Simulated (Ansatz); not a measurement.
Here is a crystal structure:

```
W Si
1.0
     5.94295    0.00000    0.00000
     0.00000    5.94295    0.00000
     0.00000    0.00000    4.89756
W Si
8 4
Direct
  0.34047 0.15953 0.50000
  0.84047 0.34047 0.50000
  0.15953 0.34047 0.00000
  0.65953 0.15953 0.00000
  0.84047 0.65953 0.00000
  0.34047 0.84047 0.00000
  0.65953 0.84047 0.50000
  0.15953 0.65953 0.50000
  0.00000 0.00000 0.25000
  0.00000 0.00000 0.75000
  0.50000 0.50000 0.75000
  0.50000 0.50000 0.25000
```

### What crystal do these data define?

Chemical formula SiW2. The atoms follow space group I4/mcm (No. 140); the Bravais lattice is body-centred tetragonal. Content of the cell: 4 Si, 8 W (Z = 4). Each W is bonded to four Si and three W (2.55 Å to Si, 2.68 to 2.88 Å to W). Each Si atom is coordinated by eight W and two Si (2.55 Å to W, 2.45 Å to Si). Not all metal-metal contacts are counted. The bonds build a three-dimensional framework.

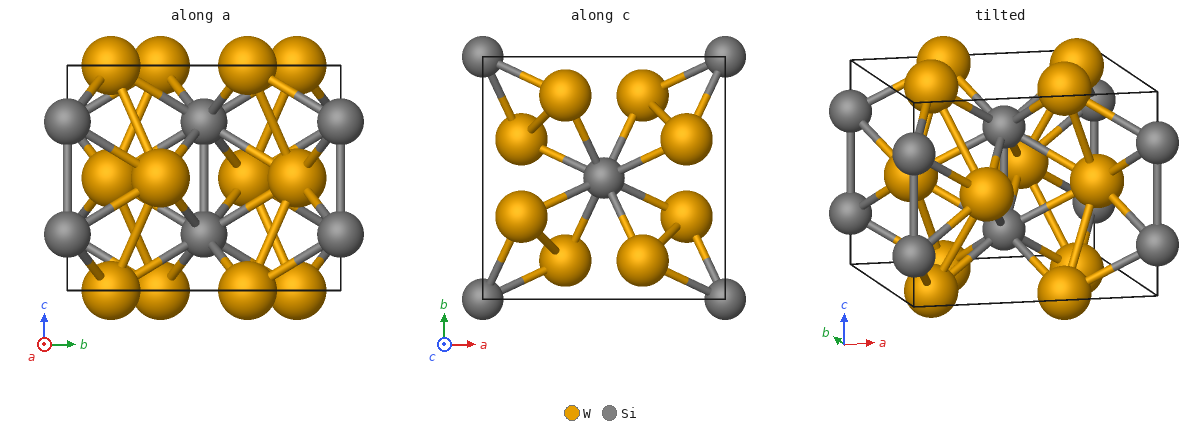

The figure gives a ball-and-stick picture of the atoms, viewed along the a axis, along the c axis and slightly off an axis. The parallelepiped is the conventional unit cell. Colours: silicon grey, tungsten orange.

It goes back to a structure listed in the Materials Project, with elements exchanged, so it need not be a known form of the compound. It is drawn as it came out of a relaxation with DFT r2SCAN, scalar-relativistic, plane waves, PAW (Ansatz 0.2.0).
